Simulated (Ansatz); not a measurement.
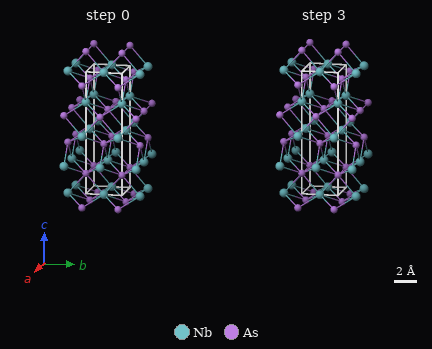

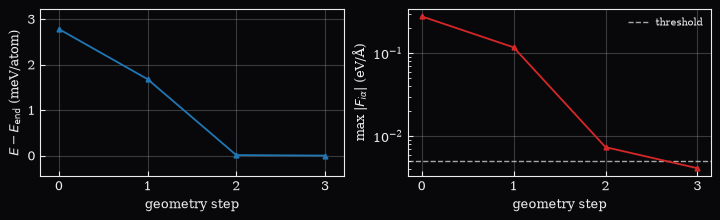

First and last geometry of a relaxation of a crystal of NbAs (set up in I4_1md), with the history of the run. The picture is a ball-and-stick view of the conventional cell (2 times the calculation's cell), seen slightly off an axis. Lengths and directions refer to the drawn axes.

The calculation used DFT r2SCAN, scalar-relativistic, plane waves, PAW (Ansatz). (plane-wave cutoff 500 eV; k-point mesh 18 × 18 × 18; occupations gaussian; smearing width 0.1 eV; no spin polarisation; cell and atoms relaxed; force threshold 0.005 eV/Å; at most 80 steps)

### Read the history and describe the run.

The run was cut off at its time limit before the program reported convergence, but its last step already meets the force threshold: the largest component is 0.0041 eV/Å against 0.005 eV/Å. The pressure is within 0.01 GPa of its target. The largest moves relative to the cell, 0.010 Å, are those of Nb and As atoms. Largest moves by element: As 0.010 Å, Nb 0.010 Å. The volume changes by +1.1 %, with a = b 3.452 → 3.458 Å (+0.2 %), c 11.680 → 11.768 Å (+0.8 %). Some distances before and after: As–Nb 2.596 → 2.624 Å. The space group stays I4_1md (No. 109). The energy falls by 2.8 meV per atom in 3 geometry steps. Largest force component: 0.28 eV/Å at the start, 0.0041 eV/Å at the end. Pressure: 1.92 GPa at the start and 0.00 GPa at the end.
